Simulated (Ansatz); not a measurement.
## Geometry relaxation, with input and output: Ta3N (part 2 of 2)

Continued. System: Ta3N (4 atoms in the cell). Method: DFT PBE, scalar-relativistic, plane waves, PAW, no spin polarisation (Ansatz 0.2.0); cutoff 420 eV, 18×18×6 k-mesh, Gaussian smearing of 0.1 eV. The structure derives from a Materials Project entry.

**Log, continued**
```
relax step   7: F+E_penalty+E_count = -30182.58788092 eV  Δ(F+E_penalty+E_count) = -2.167e-5 eV  max|allowed force component| = 7.261e-5 eV/Å  Δτ_max = 0.0003 Å  P = -0.000 GPa  Ω = 59.764 Å³  energy of the carried Pulay correction = +1.771e-5 eV  (6 SCF iters, dr2 threshold 7.88e-9 eV, accepted)
iter 1 solved again at ethr=7.47e-8 eV; its pass at ethr=3.10e-3 eV (dr2=3.29e-5 eV) is discarded
SCF iter   1: F=—  HF=-30182.587859 eV  |F-HF|=—  |Δ(HF+E_count)|=         —  Δρ=1.48e-6  dr2=3.17e-10  ethr=7.47e-8  ⟨swp⟩=3.1  Hψ=36599  notcnv=0
eigensolver tolerance schedule: the retry pair's looser diagonalisation over-reported the residual by 103849.58 of it (diagonalisation noise at an unbounded share of the residual, at the tolerance the schedule requests for it); recorded, not acted on — ethr = c·dr2/N_el stays at c = 1.0e-1
SCF iter   2: F=—  HF=-30182.587871 eV  |F-HF|=—  |Δ(HF+E_count)|=   1.23e-5  Δρ=6.39e-7  dr2=4.21e-11  ethr=1.00e-12  ⟨swp⟩=3.7  Hψ=14972  notcnv=0
iter 3 did not close the SCF: its close was put off for the readings that it lacked (scf_convergence_deferred on its scf_iter line)
SCF iter   3: F=-30182.587871 eV  HF=-30182.587871 eV  |F-HF|=2.55e-11  |Δ(HF+E_count)|=  6.18e-11  Δρ=3.29e-7  dr2=1.34e-11  ethr=1.00e-12  ⟨swp⟩=1.0  Hψ=5454  notcnv=0
iter 4 did not close the SCF: its close was put off for the readings that it lacked (scf_convergence_deferred on its scf_iter line)
SCF iter   4: F=-30182.587871 eV  HF=-30182.587871 eV  |F-HF|=1.09e-11  |Δ(HF+E_count)|=  2.55e-11  Δρ=2.25e-8  dr2=3.88e-13  ethr=1.00e-12  ⟨swp⟩=1.0  Hψ=5454  notcnv=0
iter 5 did not close the SCF: its close was put off for the readings that it lacked (scf_convergence_deferred on its scf_iter line)
SCF iter   5: F=-30182.587871 eV  HF=-30182.587871 eV  |F-HF|=1.09e-11  |Δ(HF+E_count)|=  3.64e-12  Δρ=6.68e-9  dr2=3.73e-14  ethr=1.00e-12  ⟨swp⟩=1.0  Hψ=5454  notcnv=0
iter 6 did not close the SCF: its close was put off for the readings that it lacked (scf_convergence_deferred on its scf_iter line)
SCF iter   6: F=-30182.587871 eV  HF=-30182.587871 eV  |F-HF|=3.64e-12  |Δ(HF+E_count)|=  1.09e-11  Δρ=2.96e-9  dr2=2.23e-15  ethr=1.00e-12  ⟨swp⟩=1.0  Hψ=5454  notcnv=0
SCF iter   7: F=-30182.587871 eV  HF=-30182.587871 eV  |F-HF|=0.00e0  |Δ(HF+E_count)|=    0.00e0  Δρ=1.30e-9  dr2=7.45e-16  ethr=1.00e-12  ⟨swp⟩=1.0  Hψ=11723  notcnv=0
SCF 8 converged in 7 iterations: F = -30182.587871 eV  dr2 = 7.45e-16
relax step   8: F+E_penalty+E_count = -30182.58787141 eV  Δ(F+E_penalty+E_count) = +9.517e-6 eV  max|allowed force component| = 6.952e-5 eV/Å  Δτ_max = 0.0000 Å  P = -0.001 GPa  Ω = 59.764 Å³  stress off target by 1.58e-3 GPa  SCF on the basis re-selected at this cell (its energy is not comparable with the rows above)  (7 SCF iters)
```

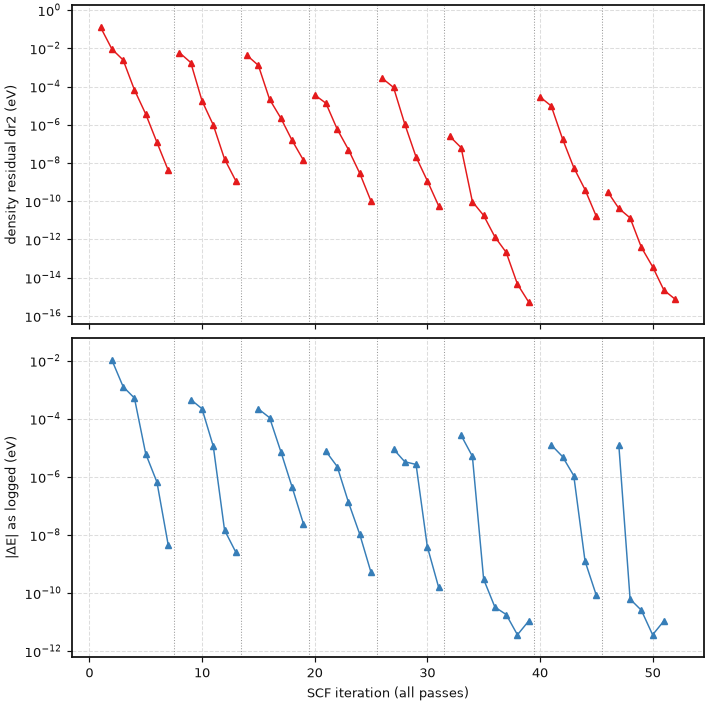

**Figure 1.** Convergence of the self-consistent field: density residual dr2 and size of the energy change against the SCF iteration. The dotted lines part the SCF passes of the relaxation: geometry steps, rejected trials and re-solves on a re-selected basis. The 8 passes take 6 to 8 iterations each, 52 in all.

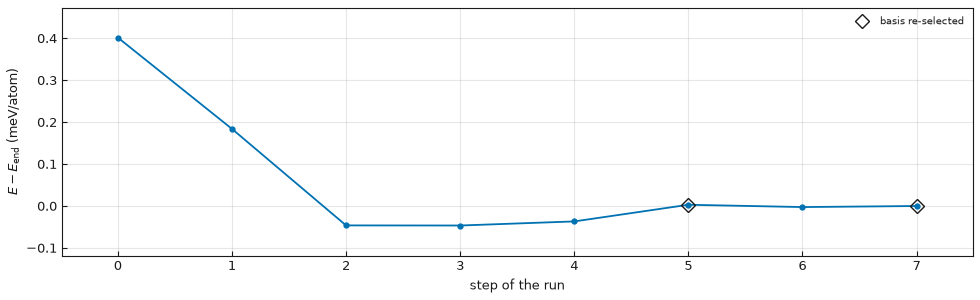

**Figure 2.** Progress of the relaxation, step by step (the first geometry is step 0 here and step 1 in the log). After 5 geometry steps the energy has fallen by 0.4 meV per atom. The largest force component goes from 0.11 to under 0.0001 eV/Å. Pressure: −0.68 GPa at the start and 0.00 GPa at the end. The basis was re-selected once at an unchanged geometry, which shifts the energy a little without any move. No atom moves by more than 0.005 Å relative to the cell. The volume changes by −0.2 %, with a = b 3.032 → 3.022 Å (−0.3 %), c 7.524 → 7.558 Å (+0.4 %). Among the contacts that change: Ta1–Ta1 3.032 → 3.022 Å, Ta1–Ta2 3.014 → 3.021 Å. The space group stays P-3m1 (No. 164). The energy change given includes the shifts at the re-selections in mid-walk, which come without any move. A last SCF at the same geometry on a re-selected plane-wave basis shifts the energy by +0.0 meV per atom. (Atoms are counted from 1 in the order of the input.)

```
basis re-selected at this cell: Δ(F+E_penalty+E_count) = +9.517e-6 eV, ΔP = -0.000 GPa vs the last step (what re-selecting the basis moved, of the pressure what is left beyond the Pulay correction that the steps carried, after the strain that the cell walked since its last selection, with what the two solves' SCF thresholds leave and, on support functions, any second-order correction that the steps lacked; it is no measure of the basis error at this ecutwfc). This SCF's stress stands 1.58e-3 GPa from its target on what of the cell is left free (relax.cell.stress_tol is 5.00e-2 GPa) and its largest allowed force component is 6.95e-5 eV/Å (relax.f_tol is 5.00e-3 eV/Å): within both
SCF converged after 7 iterations
Free energy (F): -30182.587871 eV
Harris-Foulkes:  -30182.587871 eV  (|F-HF|=0.00e0)
Internal energy: -30182.570408 eV  (E = F + TS)
E sigma→0 (E₀):  -30182.579140 eV
Entropy (-TS):   -0.017463 eV (-4.366 meV/atom)
Fermi energy:    18.909878 eV
--- Per-component energies (eV) ---
  E_band       = -298.355511
  E_kinetic    = 1228.966874
  E_local      = -1893.923758  (includes V_loc(G=0)·N_el)
  E_nonlocal   = 87.493453
  E_hartree    = 663.025423
  E_xc         = -715.959700
  E_vxc        = -689.224758  (∫ρ·V_xc dr)
  E_paw        = -25316.808304  (= ΣΔE_a)
  E_vpaw       = -357.718701  (= ΣTr[D̂ρ^β])
  E_aug_tail   = 0.000533  (compensation charges beyond the density's cutoff)
  E_ewald      = -4235.364929
  E_smearing   = -0.017463  (= −TS)
  E_closure    = 0.000000  (closes the sum)
  Σ components = -30182.587871   (vs F -30182.587871, Δ=0.00e0)
--- Forces (eV/Å), atoms counted from 1 ---
  atom   1  Ta     0.00000000     0.00000000     0.00000000
  atom   2  Ta     0.00000000     0.00000000     0.00006952
  atom   3  Ta    -0.00000000    -0.00000000    -0.00006952
  atom   4  N      0.00000000     0.00000000     0.00000000
  max |Σ_I F_I| component: 2.78e-17 eV/Å
--- Stress (GPa, compression-positive) ---
       -0.001584       0.000000      -0.000000
        0.000000      -0.001584      -0.000000
       -0.000000      -0.000000       0.001516
  P = ⅓ Tr σ = -0.0006 GPa (-0.006 kbar)
--- Band table (eV; the first three rows and the last of 202) ---
  k-point 0: bands = ["-49.3687", "-49.3425", "-48.7942", "-16.2158", "-15.9217", "-15.5788", "-15.5788", "-15.5508", "-15.5508", "-15.1348", "-14.9449", "-14.9449", "1.8050", "10.3868", "12.1575", "13.5159", "13.5159", "15.3309", "17.4701", "18.4762", "18.4762", "18.5355", "19.2323", "19.2323", "19.8148", "20.7700", "20.7700"]
  k-point 1: bands = ["-49.3685", "-49.3428", "-48.7942", "-16.2425", "-15.8805", "-15.5795", "-15.5795", "-15.5500", "-15.5500", "-15.1496", "-14.9449", "-14.9449", "1.8093", "10.3026", "12.2972", "13.5149", "13.5149", "15.2913", "17.4477", "18.3729", "18.5193", "18.5193", "19.2867", "19.2867", "19.8988", "20.6148", "20.6148"]
  k-point 2: bands = ["-49.3679", "-49.3434", "-48.7942", "-16.2836", "-15.8073", "-15.5807", "-15.5807", "-15.5487", "-15.5487", "-15.1823", "-14.9450", "-14.9450", "1.8179", "10.1582", "12.5656", "13.5121", "13.5121", "15.1888", "17.4772", "18.0282", "18.6179", "18.6179", "19.4131", "19.4131", "20.0317", "20.3454", "20.3454"]
  k-point 201: bands = ["-49.2963", "-49.2963", "-48.7400", "-16.2234", "-16.1232", "-16.1232", "-16.0448", "-15.8092", "-15.8092", "-15.3875", "-15.3875", "-15.1486", "2.7498", "11.6445", "11.6445", "12.7348", "16.4197", "16.4197", "16.5156", "17.4890", "17.4890", "17.5052", "19.3432", "19.3432", "21.9381", "21.9381", "23.5118"]
--- Relaxed structure (6 steps of the walk, 6 accepted, 2 SCFs on fresh bases) ---
  F+E_penalty+E_count = -30182.58787141 eV   max|allowed force component| = 6.952e-5 eV/Å   (the final SCF, on the basis selected at the relaxed cell)
  cell:  # Å, volume = 59.7638 Å³
    - [3.021774825477159, 2.8768028409246506e-11, 1.9432510521302205e-19]
    - [-1.5108874127634933, 2.616933763365124, -1.9432510521193573e-19]
    - [4.821968034026831e-19, -2.783964542376783e-19, 7.557588187322889]
  atoms:
    - { symbol: Ta, position: [-4.2731570641091795e-34, -1.8055593228630336e-35, 0.5] }
    - { symbol: Ta, position: [0.33333333333333337, 0.6666666666666667, 0.17359505471807302] }
    - { symbol: Ta, position: [0.6666666666666667, 0.3333333333333334, 0.8264049452819269] }
    - { symbol: N, position: [-1.652993031221275e-34, -1.4668259023856337e-34, 2.8819309709153505e-20] }
```

**Trajectory as extended XYZ (Å, eV, eV/Å), 8 frames, from step=1 to step=8**
```
4
Lattice="3.0322 0.0000 0.0000 -1.5161 2.6260 0.0000 0.0000 0.0000 7.5241" Properties=species:S:1:pos:R:3:forces:R:3 step=1 energy=-30182.58626 pressure_GPa=-0.68
Ta    0.0000    0.0000    3.7621    0.0000   0.0000   0.0000
Ta    0.0000    1.7507    1.3087    0.0000   0.0000  -0.1143
Ta    1.5161    0.8753    6.2155    0.0000   0.0000   0.1143
N     0.0000    0.0000    0.0000    0.0000   0.0000   0.0000
4
Lattice="3.0184 0.0000 0.0000 -1.5092 2.6140 0.0000 0.0000 0.0000 7.5735" Properties=species:S:1:pos:R:3:forces:R:3 step=2 energy=-30182.58714 pressure_GPa=0.23
Ta    0.0000    0.0000    3.7867    0.0000   0.0000   0.0000
Ta    0.0000    1.7426    1.3094    0.0000   0.0000   0.1152
Ta    1.5092    0.8713    6.2641    0.0000   0.0000  -0.1152
N     0.0000    0.0000    0.0000    0.0000   0.0000   0.0000
4
Lattice="3.0222 0.0000 0.0000 -1.5111 2.6173 0.0000 0.0000 0.0000 7.5502" Properties=species:S:1:pos:R:3:forces:R:3 step=3 energy=-30182.58806 pressure_GPa=0.19
Ta    0.0000    0.0000    3.7751    0.0000   0.0000   0.0000
Ta    0.0000    1.7449    1.3105    0.0000   0.0000   0.0002
Ta    1.5111    0.8724    6.2397    0.0000   0.0000  -0.0002
N     0.0000    0.0000    0.0000    0.0000   0.0000   0.0000
4
Lattice="3.0215 0.0000 0.0000 -1.5108 2.6167 0.0000 0.0000 0.0000 7.5555" Properties=species:S:1:pos:R:3:forces:R:3 step=4 energy=-30182.58806 pressure_GPa=0.09
Ta    0.0000    0.0000    3.7778    0.0000   0.0000   0.0000
Ta    0.0000    1.7445    1.3122    0.0000   0.0000  -0.0092
Ta    1.5108    0.8722    6.2433    0.0000   0.0000   0.0092
N     0.0000    0.0000    0.0000    0.0000   0.0000   0.0000
4
Lattice="3.0224 0.0000 0.0000 -1.5112 2.6175 0.0000 0.0000 0.0000 7.5561" Properties=species:S:1:pos:R:3:forces:R:3 step=5 energy=-30182.58802 pressure_GPa=-0.04
Ta    0.0000    0.0000    3.7780    0.0000   0.0000   0.0000
Ta    0.0000    1.7450    1.3114    0.0000   0.0000   0.0008
Ta    1.5112    0.8725    6.2447    0.0000   0.0000  -0.0008
N     0.0000    0.0000    0.0000    0.0000   0.0000   0.0000
4
Lattice="3.0224 0.0000 0.0000 -1.5112 2.6175 0.0000 0.0000 0.0000 7.5561" Properties=species:S:1:pos:R:3:forces:R:3 step=6 energy=-30182.58786 pressure_GPa=-0.05
Ta    0.0000    0.0000    3.7780    0.0000   0.0000   0.0000
Ta    0.0000    1.7450    1.3114    0.0000   0.0000   0.0008
Ta    1.5112    0.8725    6.2447    0.0000   0.0000  -0.0008
N     0.0000    0.0000    0.0000    0.0000   0.0000   0.0000
4
Lattice="3.0218 0.0000 0.0000 -1.5109 2.6169 0.0000 0.0000 0.0000 7.5576" Properties=species:S:1:pos:R:3:forces:R:3 step=7 energy=-30182.58788 pressure_GPa=-0.00
Ta    0.0000    0.0000    3.7788    0.0000   0.0000   0.0000
Ta    0.0000    1.7446    1.3120    0.0000   0.0000   0.0001
Ta    1.5109    0.8723    6.2456    0.0000   0.0000  -0.0001
N     0.0000    0.0000    0.0000    0.0000   0.0000   0.0000
4
Lattice="3.0218 0.0000 0.0000 -1.5109 2.6169 0.0000 0.0000 0.0000 7.5576" Properties=species:S:1:pos:R:3:forces:R:3 step=8 energy=-30182.58787 pressure_GPa=-0.00
Ta    0.0000    0.0000    3.7788    0.0000   0.0000   0.0000
Ta    0.0000    1.7446    1.3120    0.0000   0.0000   0.0001
Ta    1.5109    0.8723    6.2456    0.0000   0.0000  -0.0001
N     0.0000    0.0000    0.0000    0.0000   0.0000   0.0000
```

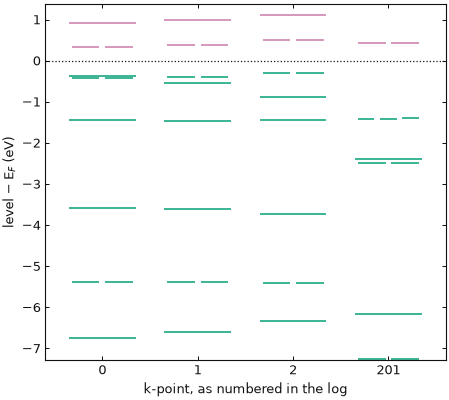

**Figure 3.** Kohn–Sham levels near the Fermi level (dotted) at the few k-points that the log prints; levels within 0.02 eV of each other stand side by side. The system is metallic on the full mesh.

The run was set up as follows.

**Input**
```yaml
crystal:
  lattice:
    - [3.0322239879, 0.0, 0.0]
    - [-1.516111994, 2.6259830035, 0.0]
    - [0.0, 0.0, 7.524137]
  atoms:
    - { symbol: Ta, position: [0.0, 0.0, 0.5] }
    - { symbol: Ta, position: [0.33333333, 0.66666667, 0.17393] }
    - { symbol: Ta, position: [0.66666667, 0.33333333, 0.82607] }
    - { symbol: "N", position: [0.0, 0.0, 0.0] }
basis:
  ecutwfc: 420
kpoints:
  mp_grid: { grid: [18, 18, 6] }
hamiltonian:
  xc: pbe
scf:
  occupations: { method: gaussian, width: 0.1 }
output:
  forces: true
  stress: true
  eigenvalues: true
relax:
  adjacent_minimum: "off"
  f_tol: 0.005
  max_steps: 80
  cell: { stress_tol: 0.05 }
```

Command:
```bash
ansatz run input.yaml --threads 1 --pin off --max-ram 2560MiB --backend cpu --events-out ev --progress --plain --runs-dir out
```

**Summary**

```json
{"quantity": "outcome", "value": "converged"}
{"quantity": "space group (tolerance 0.01 Å)", "value": "P-3m1 (164)"}
{"quantity": "electrons treated", "value": "44"}
{"quantity": "free energy", "value": "−30182.5879 eV"}
{"quantity": "Fermi energy", "value": "18.910 eV"}
{"quantity": "gap on the k-point mesh", "value": "none (metallic)"}
{"quantity": "pressure", "value": "0.00 GPa"}
{"quantity": "final volume", "value": "59.76 Å³"}
{"quantity": "largest force (length of the vector) at the end", "value": "under 0.001 eV/Å"}
{"quantity": "final cell", "value": "a = 3.022 Å, b = 3.022 Å, c = 7.558 Å, α = 90.00°, β = 90.00°, γ = 120.00°"}
{"quantity": "hardware", "value": "1 thread of AMD EPYC (Zen 5), 32 GiB of memory available, shared host"}
{"quantity": "wall time", "value": "35 s"}
{"quantity": "peak memory", "value": "0.57 GiB"}
```

**Notes**

Spin–orbit coupling is left out, which matters for Ta.
